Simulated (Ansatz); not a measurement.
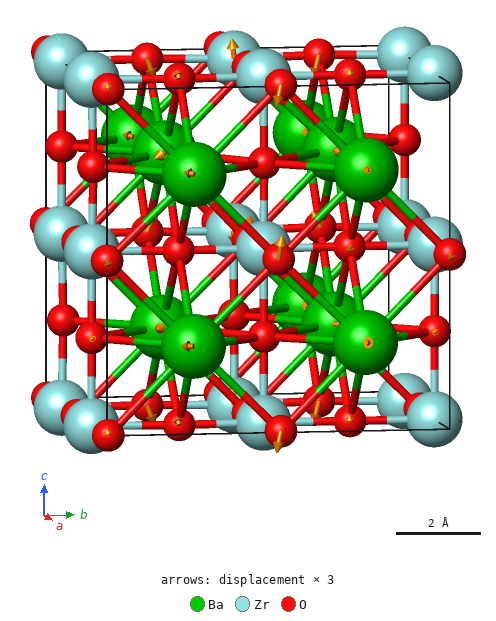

A relaxation of a defect cell of composition Ba$_{8}$Zr$_{8}$O$_{23}$ (cell charge +2). The starting structure is drawn; orange arrows show the displacements, 3 times their true length.

A ball-and-stick model of the cell of the calculation (origin shifted), seen slightly off an axis.

Theory: DFT, PBEsol, PAW, plane waves (Ansatz). (plane-wave cutoff 420 eV; k-point mesh 1 × 1 × 1; mesh shifted by (0.25, 0.25, 0.25); no spin polarisation; atoms relaxed in a fixed cell; force threshold 0.03 eV/Å; at most 80 steps)

Q: What happened in the run?

A: The atom that moves furthest is an O atom (0.21 Å roughly along [−1 0 3]). Largest moves by element: O 0.21 Å, Zr 0.17 Å, Ba 0.13 Å. The cell doesn't change. Among the contacts that change: Ba–O 2.929 → 3.157 Å, O–Zr 2.166 → 1.959 Å, Ba–O 2.941 → 3.146 Å, Ba–Zr 3.569 → 3.767 Å. Bond angles that change, for instance: O–Zr–O 179.0° → 162.7°, O–Zr–O 178.1° → 162.7°, Zr–O–Zr 179.6° → 166.9°. Over 5 geometry steps the energy falls by 2.263 eV per cell of the calculation. Largest force component: 4.8 eV/Å at the start, 0.018 eV/Å at the end. Cost: 3.1 s on 1 × NVIDIA GB200 with 8 threads of Arm Neoverse-V2, peak memory 1.7 GiB.

Limits of the set-up: the periodic images lie only 8.4 Å apart, so the values are limited by the cell's size; the cell is charged, on a uniform background, and energies carry no finite-size correction.
